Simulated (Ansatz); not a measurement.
**Two runs on CuO**

System: CuO (P4/mmm, 6 atoms in the cell).
Method of run 1: Kohn-Sham DFT of a periodic cell, PBEsol, Ansatz PAW, no spin polarisation (Ansatz 0.2.0).

The structure derives from a Materials Project entry. Text and figures count atoms from 1; the logs count them from 0 in places.

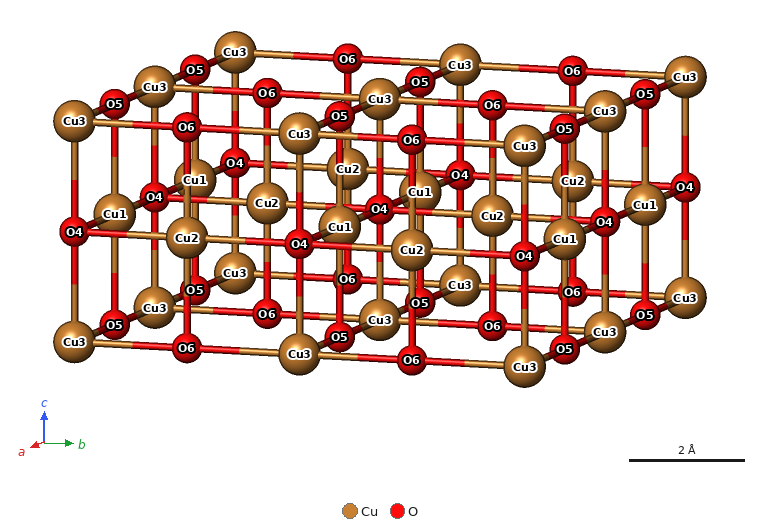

The structure as given in the input (ball-and-stick view of the cell of the calculation, repeated 2 × 2 × 1, seen slightly off an axis; atoms are numbered from 1 in the order of the input). An atom can appear more than once, as a periodic image. Near neighbours in the periodic cell (some may lie outside the picture): Cu has 4 O at 1.94 to 2.08 Å; Cu has 6 O at 1.94 to 2.08 Å; O has 6 Cu at 1.94 to 2.08 Å; O has 4 Cu at 1.94 to 2.08 Å.

Input, run 1:
```yaml
crystal:
  lattice:
    - [4.160937, 0.0, 0.0]
    - [0.0, 4.160937, 0.0]
    - [0.0, 0.0, 3.887643]
  atoms:
    - { symbol: Cu, position: [0.5, 0.0, 0.5] }
    - { symbol: Cu, position: [0.0, 0.5, 0.5] }
    - { symbol: Cu, position: [0.0, 0.0, 0.0] }
    - { symbol: O, position: [0.0, 0.0, 0.5] }
    - { symbol: O, position: [0.5, 0.0, 0.0] }
    - { symbol: O, position: [0.0, 0.5, 0.0] }
hamiltonian:
  xc: pbesol
  pseudopotentials: { kind: paw }
kpoints:
  mp_grid: { grid: [7, 7, 7] }
scf:
  occupations: { method: fermi_dirac, width: 0.05 }
output:
  forces: true
  stress: true
  eigenvalues: true
```

Launched with:
```bash
ansatz run input.yaml --threads 2 --pin off --max-ram 5632MiB --backend cpu --events-out ev --progress --plain --runs-dir out
```

Hardware: 2 threads of Arm Neoverse V2, 24 GiB of memory available, shared host.

Output, shortened to warnings, some set-up lines, iterations and results (run 1):
```
Basis set: ecut = 420 eV, 1309 PW (Γ), exchange–correlation on 60×60×54 points (8 copies of the dense FFT grid, shifted against one another)
Symmetry: 16 space group operations
k-points: 40 of 343
Initial density: superposition of atomic densities (neutral atoms: chi_scale 0, normalization atom), corrected by the library's trained network
[...]
SCF iter   1: F=—  HF=-21443.172698 eV  |F-HF|=—  |Δ(HF+E_count)|=         —  Δρ=1.76e-2  dr2=1.61e-1  ethr=1.77e-3  ⟨swp⟩=6.1  Hψ=6453  notcnv=0  defer=8
SCF iter   2: F=—  HF=-21443.213602 eV  |F-HF|=—  |Δ(HF+E_count)|=   4.09e-2  Δρ=2.69e-2  dr2=2.58e-1  ethr=2.14e-4  ⟨swp⟩=2.4  Hψ=3836  notcnv=0  defer=71
SCF iter   3: F=—  HF=-21443.136910 eV  |F-HF|=—  |Δ(HF+E_count)|=   7.67e-2  Δρ=8.86e-3  dr2=2.94e-2  ethr=2.14e-4  ⟨swp⟩=2.0  Hψ=2855  notcnv=0  defer=71
SCF iter   4: F=—  HF=-21443.130525 eV  |F-HF|=—  |Δ(HF+E_count)|=   6.39e-3  Δρ=2.78e-3  dr2=4.16e-3  ethr=3.93e-5  ⟨swp⟩=2.0  Hψ=2741  notcnv=0  defer=71
SCF iter   5: F=—  HF=-21443.130159 eV  |F-HF|=—  |Δ(HF+E_count)|=   3.66e-4  Δρ=1.08e-3  dr2=6.43e-4  ethr=5.54e-6  ⟨swp⟩=1.1  Hψ=1731  notcnv=0  defer=71
SCF iter   6: F=—  HF=-21443.130103 eV  |F-HF|=—  |Δ(HF+E_count)|=   5.61e-5  Δρ=3.53e-4  dr2=6.74e-5  ethr=8.57e-7  ⟨swp⟩=1.2  Hψ=1792  notcnv=0  defer=70
SCF iter   7: F=—  HF=-21443.130015 eV  |F-HF|=—  |Δ(HF+E_count)|=   8.81e-5  Δρ=1.33e-4  dr2=9.08e-6  ethr=8.98e-8  ⟨swp⟩=2.1  Hψ=2264  notcnv=0  defer=70
SCF iter   8: F=—  HF=-21443.130014 eV  |F-HF|=—  |Δ(HF+E_count)|=   4.09e-7  Δρ=4.59e-5  dr2=1.14e-6  ethr=1.21e-8  ⟨swp⟩=1.1  Hψ=1736  notcnv=0  defer=70
SCF iter   9: F=—  HF=-21443.130014 eV  |F-HF|=—  |Δ(HF+E_count)|=   1.47e-8  Δρ=2.43e-5  dr2=3.14e-7  ethr=1.51e-9  ⟨swp⟩=1.4  Hψ=1748  notcnv=0  defer=70
SCF iter  10: F=-21443.130014 eV  HF=-21443.130014 eV  |F-HF|=2.31e-8  |Δ(HF+E_count)|=   2.18e-8  Δρ=6.60e-6  dr2=2.34e-8  ethr=1.33e-10  ⟨swp⟩=8.8  Hψ=6403  notcnv=0
SCF 1 converged in 10 iterations: F = -21443.130014 eV  dr2 = 2.34e-8
SCF converged after 10 iterations
Free energy (F): -21443.130014 eV
Harris-Foulkes:  -21443.130014 eV  (|F-HF|=2.31e-8)
Internal energy: -21443.098734 eV  (E = F + TS)
E sigma→0 (E₀):  -21443.114374 eV
Entropy (-TS):   -0.031280 eV (-5.213 meV/atom)
Fermi energy:    9.875471 eV
--- Per-component energies (eV) ---
  E_band       = -1423.569422
  E_kinetic    = 1409.314195
  E_local      = -16071.452907  (includes V_loc(G=0)·N_el)
  E_nonlocal   = 1328.780621
  E_hartree    = 6991.524583
  E_xc         = -478.913884
  E_vxc        = -617.816647  (∫ρ·V_xc dr)
  E_paw        = -5336.243867  (= ΣΔE_a)
  E_vpaw       = -1455.445078  (= ΣTr[D̂ρ^β])
  E_aug_tail   = 0.007938  (compensation charges beyond the density's cutoff)
  E_ewald      = -9286.839884
  E_core_change = 0.724470  (= ΣΔE_core)
  E_smearing   = -0.031280  (= −TS)
  E_closure    = -0.000000  (closes the sum)
  Σ components = -21443.130014   (vs F -21443.130014, Δ=0.00e0)
--- Forces (eV/Å), atoms counted from 1 ---
  atom   1  Cu    -0.00000000    -0.00000000    -0.00000000
  atom   2  Cu    -0.00000000     0.00000000     0.00000000
  atom   3  Cu     0.00000000     0.00000000     0.00000000
  atom   4  O     -0.00000000     0.00000000     0.00000000
  atom   5  O      0.00000000    -0.00000000     0.00000000
  atom   6  O      0.00000000     0.00000000     0.00000000
  max |Σ_I F_I| component: 5.39e-28 eV/Å
--- Stress (GPa, compression-positive) ---
       -4.175229       0.000000       0.000000
        0.000000      -4.175229       0.000000
        0.000000       0.000000      -8.158408
  P = ⅓ Tr σ = -5.5030 GPa (-55.030 kbar)
```

For run 2 the input was changed thus:
```diff
-    - { symbol: Cu, position: [0.5, 0.0, 0.5] }
-    - { symbol: Cu, position: [0.0, 0.5, 0.5] }
-    - { symbol: Cu, position: [0.0, 0.0, 0.0] }
-    - { symbol: O, position: [0.0, 0.0, 0.5] }
-    - { symbol: O, position: [0.5, 0.0, 0.0] }
-    - { symbol: O, position: [0.0, 0.5, 0.0] }
+    - { symbol: Cu, position: [0.50463, 0.005465, 0.489061] }
+    - { symbol: Cu, position: [-0.001276, 0.499507, 0.493658] }
+    - { symbol: Cu, position: [0.01083, -0.004423, 8.4e-05] }
+    - { symbol: O, position: [0.003459, -0.005174, 0.502268] }
+    - { symbol: O, position: [0.504477, -0.006395, -0.000721] }
+    - { symbol: O, position: [1.7e-05, 0.495809, 0.009119] }
```

Predict how the results change.

With the same functional and potentials, run 2 lies 6.1 meV per atom higher. The pressure goes from −5.50 to −5.15 GPa. The largest force goes from 0.000 to 0.717 eV/Å. The number of SCF iterations is the same. The irreducible k-points go from 40 to 172. On the same kind of shared host run 2 took about 6.9 times as long.

Output, shortened to warnings, some set-up lines, iterations and results (run 2):
```
Basis set: ecut = 420 eV, 1309 PW (Γ), exchange–correlation on 60×60×54 points (8 copies of the dense FFT grid, shifted against one another)
Symmetry: 1 space group operations
k-points: 172 of 343 (time reversal used)
Initial density: superposition of atomic densities (neutral atoms: chi_scale 0, normalization atom), corrected by the library's trained network
[...]
SCF iter   1: F=—  HF=-21443.135919 eV  |F-HF|=—  |Δ(HF+E_count)|=         —  Δρ=1.75e-2  dr2=1.60e-1  ethr=1.77e-3  ⟨swp⟩=6.1  Hψ=27430  notcnv=0  defer=30
SCF iter   2: F=—  HF=-21443.176396 eV  |F-HF|=—  |Δ(HF+E_count)|=   4.05e-2  Δρ=2.68e-2  dr2=2.56e-1  ethr=2.13e-4  ⟨swp⟩=2.4  Hψ=16475  notcnv=0  defer=304
SCF iter   3: F=—  HF=-21443.100200 eV  |F-HF|=—  |Δ(HF+E_count)|=   7.62e-2  Δρ=8.84e-3  dr2=2.94e-2  ethr=2.13e-4  ⟨swp⟩=2.0  Hψ=12280  notcnv=0  defer=304
SCF iter   4: F=—  HF=-21443.093855 eV  |F-HF|=—  |Δ(HF+E_count)|=   6.34e-3  Δρ=2.77e-3  dr2=4.14e-3  ethr=3.92e-5  ⟨swp⟩=2.0  Hψ=11819  notcnv=0  defer=304
SCF iter   5: F=—  HF=-21443.093485 eV  |F-HF|=—  |Δ(HF+E_count)|=   3.70e-4  Δρ=1.08e-3  dr2=6.35e-4  ethr=5.53e-6  ⟨swp⟩=1.0  Hψ=7440  notcnv=0  defer=304
SCF iter   6: F=—  HF=-21443.093424 eV  |F-HF|=—  |Δ(HF+E_count)|=   6.10e-5  Δρ=3.40e-4  dr2=6.18e-5  ethr=8.47e-7  ⟨swp⟩=1.2  Hψ=7507  notcnv=0  defer=304
SCF iter   7: F=—  HF=-21443.093387 eV  |F-HF|=—  |Δ(HF+E_count)|=   3.70e-5  Δρ=1.28e-4  dr2=8.40e-6  ethr=8.24e-8  ⟨swp⟩=2.1  Hψ=9720  notcnv=0  defer=304
SCF iter   8: F=—  HF=-21443.093387 eV  |F-HF|=—  |Δ(HF+E_count)|=   3.93e-7  Δρ=4.14e-5  dr2=9.27e-7  ethr=1.12e-8  ⟨swp⟩=1.2  Hψ=7526  notcnv=0  defer=304
SCF iter   9: F=—  HF=-21443.093387 eV  |F-HF|=—  |Δ(HF+E_count)|=   5.46e-9  Δρ=2.26e-5  dr2=2.71e-7  ethr=1.24e-9  ⟨swp⟩=1.5  Hψ=7559  notcnv=0  defer=304
SCF iter  10: F=-21443.093387 eV  HF=-21443.093387 eV  |F-HF|=2.70e-8  |Δ(HF+E_count)|=   1.85e-8  Δρ=7.02e-6  dr2=2.67e-8  ethr=1.33e-10  ⟨swp⟩=8.8  Hψ=27422  notcnv=0
SCF 1 converged in 10 iterations: F = -21443.093387 eV  dr2 = 2.67e-8
SCF converged after 10 iterations
Free energy (F): -21443.093387 eV
Harris-Foulkes:  -21443.093387 eV  (|F-HF|=2.70e-8)
Internal energy: -21443.062143 eV  (E = F + TS)
E sigma→0 (E₀):  -21443.077765 eV
Entropy (-TS):   -0.031244 eV (-5.207 meV/atom)
Fermi energy:    9.877710 eV
--- Per-component energies (eV) ---
  E_band       = -1423.740811
  E_kinetic    = 1409.434892
  E_local      = -16075.860720  (includes V_loc(G=0)·N_el)
  E_nonlocal   = 1328.748037
  E_hartree    = 6993.549498
  E_xc         = -478.956695
  E_vxc        = -617.872945  (∫ρ·V_xc dr)
  E_paw        = -5336.170648  (= ΣΔE_a)
  E_vpaw       = -1455.291530  (= ΣTr[D̂ρ^β])
  E_aug_tail   = 0.007876  (compensation charges beyond the density's cutoff)
  E_ewald      = -9284.538854
  E_core_change = 0.724470  (= ΣΔE_core)
  E_smearing   = -0.031244  (= −TS)
  E_closure    = 0.000000  (closes the sum)
  Σ components = -21443.093387   (vs F -21443.093387, Δ=0.00e0)
--- Forces (eV/Å), atoms counted from 1 ---
  atom   1  Cu     0.01808646    -0.04523816     0.50565408
  atom   2  Cu    -0.00858092    -0.13140213     0.70434574
  atom   3  Cu    -0.17441984     0.00898524     0.00973027
  atom   4  O      0.02942788     0.09841331    -0.12138722
  atom   5  O      0.08418742     0.06951769    -0.40547816
  atom   6  O      0.05129731    -0.00027688    -0.69286635
  max |Σ_I F_I| component: 1.69e-6 eV/Å
--- Stress (GPa, compression-positive) ---
       -4.080056       0.007526       0.002710
        0.007526      -4.090311       0.078800
        0.002710       0.078800      -7.269944
  P = ⅓ Tr σ = -5.1468 GPa (-51.468 kbar)
```

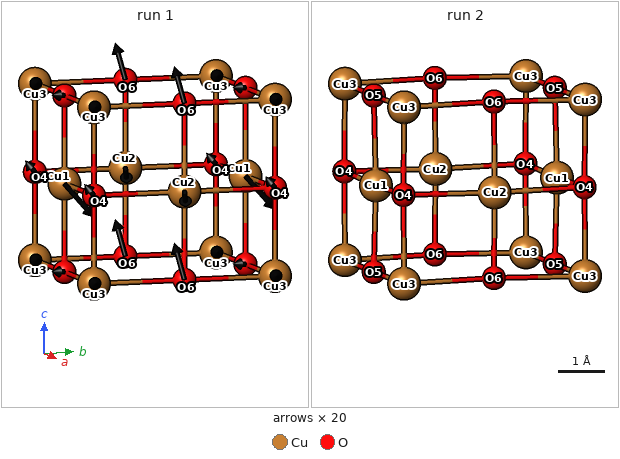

The two input geometries at one scale (ball-and-stick view of the cell of the calculation, seen slightly off an axis). The black arrows on the first give the shifts of the atoms relative to the cell, with their mean removed, magnified 20 times. The atom that moves furthest is Cu1 (0.051 Å). By element the largest moves are Cu 0.051 Å, O 0.043 Å. (The mean shift of all atoms is removed.) The cell doesn't change. Among the contacts that change: Cu2–O6 1.944 → 2.004 Å, Cu1–O5 1.944 → 1.984 Å, Cu3–O5 2.080 → 2.107 Å, Cu2–O4 2.080 → 2.100 Å.

The two runs side by side:

```tsv
quantity	run 1	run 2
outcome	converged	converged
free energy per atom (eV)	−3573.8550	−3573.8489
energy per atom, smearing taken to zero (eV)	−3573.8524	−3573.8463
gap on the mesh (eV)	0.00	0.00
pressure (GPa)	−5.50	−5.15
largest force (eV/Å)	0.000	0.717
SCF iterations	10	10
irreducible k-points	40	172
plane waves at Γ	1309	1309
wall time (shared host)	3.6 s	25 s
```

For both runs: The run has no spin polarisation, so a magnetic state may lie lower.
